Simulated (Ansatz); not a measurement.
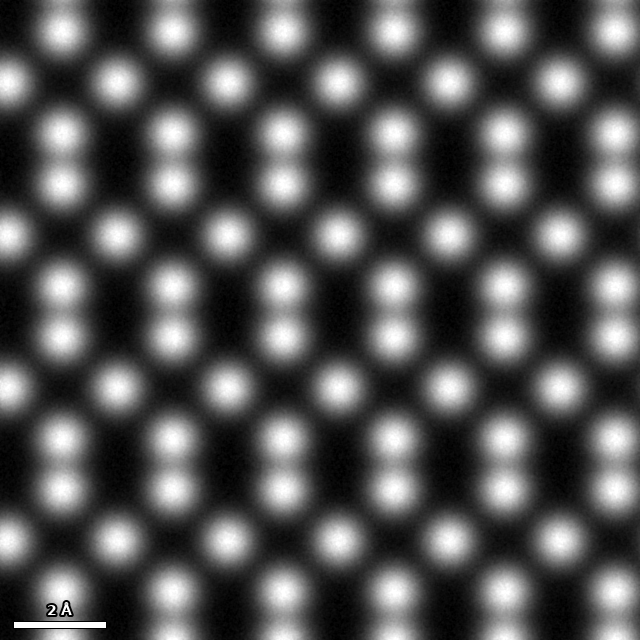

An image along [100] of one of the structures below (computed or model cells, partly hypothetical, each in its standard cell). Simulated incoherent Z contrast: every atom adds Z^1.7 spread by a probe of 0.79 Å full width; channelling and multiple scattering are left out. The probe carries 25 % of its weight in a tail 2.5 times as wide. The display is stretched by a gamma of 0.8; percentages refer to the linear signal. Shot noise was added.

A. Mg
Space group Im-3m (No. 229). a = 3.611 Å, b = 3.611 Å, c = 3.611 Å, α = 90.00°, β = 90.00°, γ = 90.00°
```
atom  site  symmetry       x       y       z
  Mg    2a      m-3m  0.0000  0.0000  0.0000
```

B. Mn
Space group P6/mmm (No. 191). a = 3.857 Å, b = 3.857 Å, c = 2.421 Å, α = 90.00°, β = 90.00°, γ = 120.00°
```
atom  site  symmetry       x       y       z
  Mn    1a     6/mmm  0.0000  0.0000  0.0000
  Mn    2d      -6m2  0.3333  0.6667  0.5000
```

C. Mn
Space group P6_3/mmc (No. 194). a = 2.508 Å, b = 2.508 Å, c = 8.148 Å, α = 90.00°, β = 90.00°, γ = 120.00°
| atom | site | symmetry | x | y | z |
| --- | --- | --- | --- | --- | --- |
| Mn | 2a | -3m. | 0.0000 | 0.0000 | 0.0000 |
| Mn | 2c | -6m2 | 0.3333 | 0.6667 | 0.2500 |

D. Mn
Space group Fm-3m (No. 225). a = 3.519 Å, b = 3.519 Å, c = 3.519 Å, α = 90.00°, β = 90.00°, γ = 90.00°
```
atom  site  symmetry       x       y       z
  Mn    4a      m-3m  0.0000  0.0000  0.0000
```

**Which structure was imaged?**

B, Mn. Along [100] the projected cells are A 2.55 × 2.55 Å, 90°; B 2.42 × 3.34 Å, 90°; C 2.17 × 8.15 Å, 90°; D 1.76 × 1.76 Å, 90°. The image repeats as B does.

Structure B: coordinates from a relaxation with Ansatz, DFT, PBEsol, plane waves (420 eV) with PAW, scalar-relativistic; the starting structure was generated, so it need not be a known form of this composition.
